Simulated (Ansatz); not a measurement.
**Sn16Se15 (cell with a defect): density, localisation and related maps**

The calculation's input:

```
crystal:
  lattice:
    - [-6.0615971581, 6.0615971581, -6.0615971581]
    - [6.0615971581, -6.0615971581, -6.0615971581]
    - [-6.0615971581, -6.0615971581, 6.0615971581]
  atoms:
    - { symbol: Sn, position: [0.4963831946, 0.2533492731, 0.2484940667] }
    - { symbol: Sn, position: [0.25, 0.25, 0.5] }
    - { symbol: Sn, position: [-0.0058034988, 0.251252248, 0.7461763244] }
    - { symbol: Sn, position: [0.7338203269, -0.0159021901, 0.2415127467] }
    - { symbol: Sn, position: [0.75, 0.25, 0.0] }
    - { symbol: Sn, position: [0.4980292834, 0.0010017697, 0.5002545785] }
    - { symbol: Sn, position: [0.25, 0.0, 0.75] }
    - { symbol: Sn, position: [0.0, 0.75, 0.25] }
    - { symbol: Sn, position: [1.0, 1.0, 1.0] }
    - { symbol: Sn, position: [0.75, 0.75, 0.5] }
    - { symbol: Sn, position: [0.5, 0.75, 0.75] }
    - { symbol: Sn, position: [0.25, 0.5, 0.25] }
    - { symbol: Sn, position: [0.25, 0.75, 0.0] }
    - { symbol: Sn, position: [-0.0064701346, 0.4974022389, 0.4927151238] }
    - { symbol: Sn, position: [0.7501533164, 0.5030273397, 0.7529197654] }
    - { symbol: Sn, position: [0.5, 0.5, 0.0] }
    - { symbol: Se, position: [0.5, 0.25, 0.75] }
    - { symbol: Se, position: [0.25, 0.25, 0.0] }
    - { symbol: Se, position: [0.0, 0.0, 0.5] }
    - { symbol: Se, position: [0.0, 0.25, 0.25] }
    - { symbol: Se, position: [0.75, 0.0, 0.75] }
    - { symbol: Se, position: [0.5, 0.0, 0.0] }
    - { symbol: Se, position: [0.25, 0.75, 0.5] }
    - { symbol: Se, position: [0.25, 0.0, 0.25] }
    - { symbol: Se, position: [0.0, 0.75, 0.75] }
    - { symbol: Se, position: [0.75, 0.75, 0.0] }
    - { symbol: Se, position: [0.5, 0.5, 0.5] }
    - { symbol: Se, position: [0.5, 0.75, 0.25] }
    - { symbol: Se, position: [0.25, 0.5, 0.75] }
    - { symbol: Se, position: [0.0, 0.5, 0.0] }
    - { symbol: Se, position: [0.75, 0.5, 0.25] }
  host:
    lattice:
      - [0.0, 3.030798579, 3.030798579]
      - [3.030798579, 0.0, 3.030798579]
      - [3.030798579, 3.030798579, 0.0]
    atoms:
      - { symbol: Sn, position: [0.0, 0.0, 0.0] }
      - { symbol: Se, position: [0.5, 0.5, 0.5] }
basis:
  ecutwfc: 420
  xc_grid: 2
kpoints:
  mp_grid: { grid: [2, 2, 2], shift: [0.5, 0.5, 0.5] }
hamiltonian:
  xc: pbe
scf:
  occupations: { method: gaussian, width: 0.02 }
output:
  forces: true
  stress: false
  eigenvalues: true
  charged_corrections: { defect_position: [0.75, 0.25, 0.5] }
  write_density: true
  write_potential: true
  elf: true
  volumetric_format: npy
relax:
  adjacent_minimum: "off"
  f_tol: 0.025
  max_steps: 45
```

Launched as:

```sh
ansatz run input.yaml --threads 4 --pin off --max-ram 10240MiB --backend cpu --events-out ev --progress --plain --runs-dir out
```

The fields are those of the run's last geometry, not of the input's.

Method: DFT PBE, scalar-relativistic, plane waves, PAW (Ansatz 0.2.0).

In a PAW calculation such maps are meaningful between the atoms, not at the nuclei.

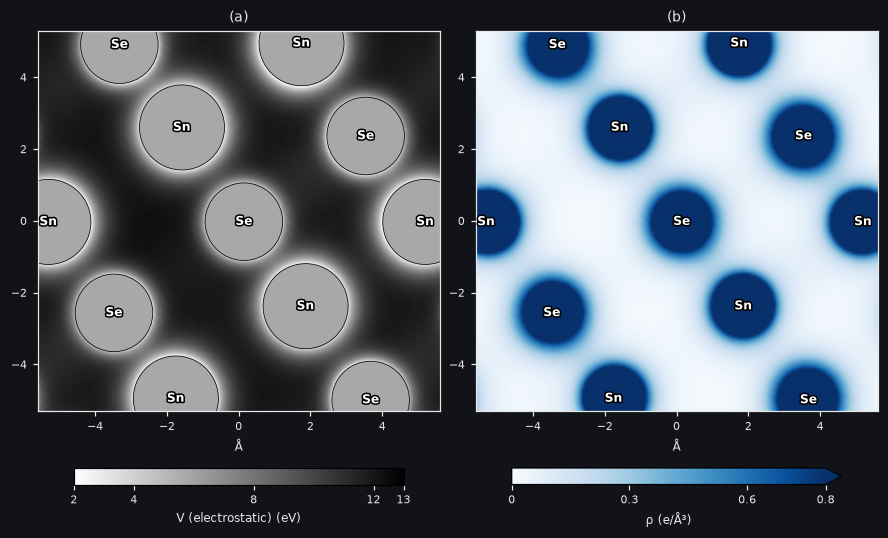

Figure 1. (a) electrostatic potential (local pseudopotential plus Hartree) felt by an electron; (b) valence charge density (pseudo) on the (101̄) plane of the calculation cell. Grey discs cover the atomic cores in the potential map.

### Describe what can be read from this map.

Atoms in the plane: Sn and Se. Sn–Se (2.91 Å): ρ at the midpoint is about 0.27 e/Å³. Sn–Se (2.94 Å): ρ at the midpoint is about 0.25 e/Å³. The density dies away to nearly zero in the voids. Outside the cores the potential energy rises away from the atoms and is highest about 2.6 Å from the nearest atoms; its zero is arbitrary.

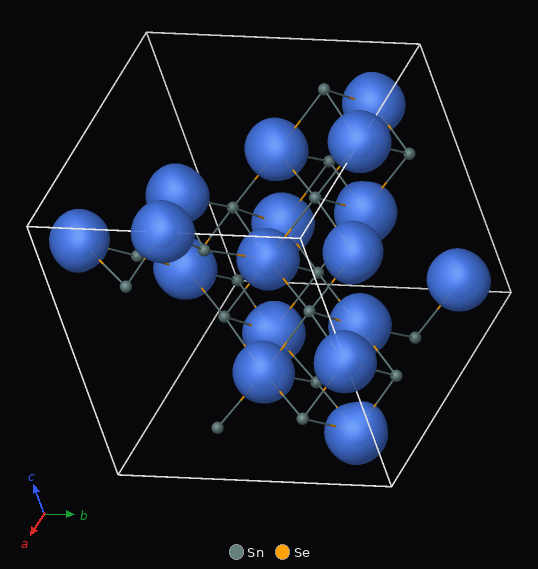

Figure 2. Isosurface of the ELF at 0.7 (blue), seen at an oblique angle. Core shells and regions of very low density are left out. Sticks mark near contacts.

### Describe the localisation domains.

The ELF exceeds this value in 15 regions wrapped around Se (the valence shell of each), counted in one cell of 31 atoms. Regions shared between cells count once. Profiles from the grid: Sn–Se (2.76 Å): the ELF is about 0.55 at the midpoint. Sn–Se (2.81 Å): the ELF is about 0.45 at the midpoint and 0.25 at its lowest between the atoms.

### Does the calculation give a band gap?

It is gapped, with a Kohn–Sham gap of 0.48 eV on the k-point mesh (the band edges may lie off the mesh, which would make the gap smaller).
